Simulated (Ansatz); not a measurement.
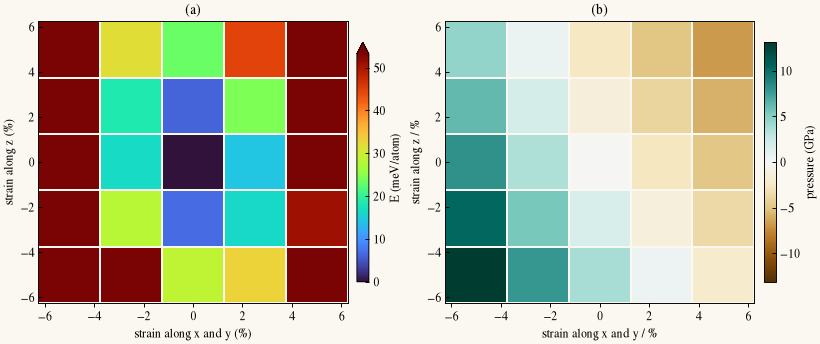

P (C2/m, No. 12; 8 atoms in the cell). 
- The cell is strained homogeneously, by one strain along x and y and another along z, with fractional coordinates fixed.
- The first coordinate is: strain along x and y; the second: strain along z.
- The scan uses a 5 × 5 grid.
- Energies: meV/atom, counted from the lowest grid point.
- The calculation used DFT PBEsol, scalar-relativistic, plane waves, PAW (Ansatz). Settings: cutoff 420 eV, k-mesh 6×6×6, gaussian smearing 0.05 eV, no spin polarisation.

Panel (a) is the energy and panel (b) the computed pressure on the same grid.

Drawn: one coloured cell a grid point, one colour for all values above the top of the scale.

How does the pressure vary over the map, and what is it at the lowest grid point?

It runs from −6.8 GPa at strain along x and y = 5.0 %, strain along z = 5.0 % to 13.1 GPa at strain along x and y = −5.0 %, strain along z = −5.0 %. At the lowest grid point, strain along x and y = 0.0 %, strain along z = 0.0 %, it is 0.0 GPa.
